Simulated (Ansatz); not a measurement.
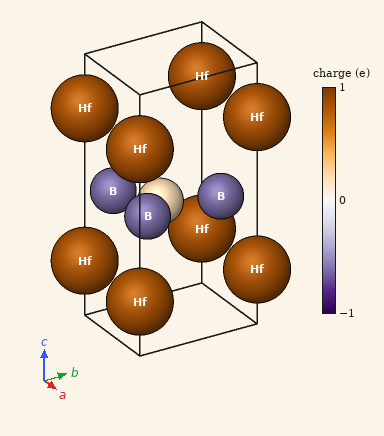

Crystal structure, spheres-only style, seen slightly off an axis. The box is the simulation cell; atoms on or close to its faces, edges and corners are drawn wherever they repeat. The atoms of this HfB₂ cell are coloured by their Bader charge.

The numbers come from DFT PBE, scalar-relativistic, plane waves, PAW (Ansatz 0.2.0), using a kinetic-energy cutoff of 420 eV, 12×12×6 k-mesh, Gaussian smearing of 0.1 eV, no spin polarisation.

**Interpret the colouring.**

Most positive: Hf; most negative: B. Charges: about Hf +0.8 e; B -0.6 to +0.2 e.

Starting structure: a random cell made by a generator, so it need not be a real form of the compound. Earlier steps of the study, as a rule a relaxation of our own, may have changed the cell and positions, so they can lie some per cent off the listed ones. It was run through Ansatz as a DFT input.
